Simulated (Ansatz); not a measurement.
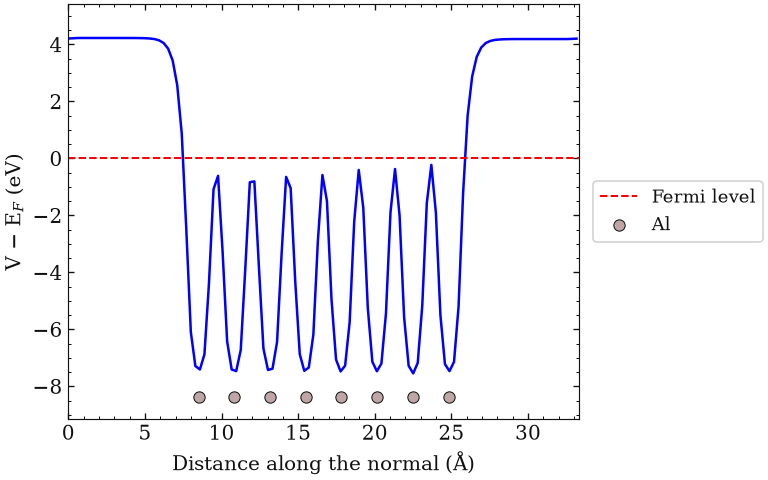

Plane-averaged electrostatic potential energy of an electron across the slab; circles at the bottom mark the heights of the atoms (positions after relaxation).

This input was run:

```
crystal:
  lattice:
    - [2.8362844922, 0.0, 0.0]
    - [-1.4181422461, 2.4562944226, 0.0]
    - [0.0, 0.0, 33.3137615421]
  atoms:
    - { symbol: Al, position: [0.3333333333, 0.6666666667, 0.2551498122] }
    - { symbol: Al, position: [0.0, 0.0, 0.3251070087] }
    - { symbol: Al, position: [0.6666666667, 0.3333333333, 0.3950642052] }
    - { symbol: Al, position: [0.0, 0.0, 0.4650214017] }
    - { symbol: Al, position: [0.3333333333, 0.6666666667, 0.5349785983] }
    - { symbol: Al, position: [0.0, 0.0, 0.6049357948] }
    - { symbol: Al, position: [0.6666666667, 0.3333333333, 0.6748929913] }
    - { symbol: Al, position: [0.0, 0.0, 0.7448501878] }
basis:
  ecutwfc: 420
kpoints:
  mp_grid: { grid: [12, 12, 1] }
hamiltonian:
  xc: pbesol
scf:
  occupations: { method: gaussian, width: 0.1 }
output:
  forces: true
  eigenvalues: true
  write_density: true
  write_potential: true
  elf: true
  volumetric_format: npy
relax:
  adjacent_minimum: "off"
  f_tol: 0.03
  max_steps: 70
  constraints: [{ sites: [0, 1, 2, 3] }]
efield:
  axis: 3
  dipole_correction: true
  ramp_width: 0.04
```

Run as:
```bash
ansatz run input.yaml --threads 2 --pin off --max-ram 5120MiB --backend cpu --events-out ev --progress --plain --runs-dir out
```

> What is the work function?

The work function is 4.19 eV, the same on both faces. The two vacuum levels agree, so the slab has no net dipole along its normal.

> How thick are slab and vacuum?

The outermost atoms are 16.4 Å apart, which leaves 16.9 Å of vacuum in a cell 33.3 Å high.
